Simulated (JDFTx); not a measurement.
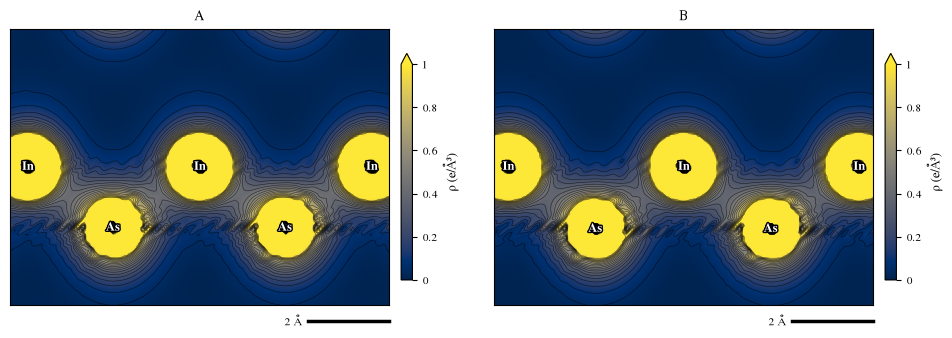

InAs. The valence charge density (pseudo) of two cells that differ in size, on the (011̄) plane of each (indices in the axes of the calculation cell), at one length scale and on one colour scale; one has 27.5 and the other 29.1 Å³ an atom.

Space group F-43m.

Theory: Kohn-Sham DFT of a periodic cell, PBEsol, PseudoDojo-SR-PBEsol-0.4.1-standard (JDFTx 1.7.0 (patched build)).

Question: Which panel shows the smaller cell, and what does the compression change?

Answer: Panel A is the smaller cell, by 6 % in volume. From the larger cell to the smaller, In–As goes from 2.66 to 2.61 Å, and the density at its midpoint from 0.4 to 0.43 e/Å³; the pressure goes from −1.6 to 1.6 GPa.
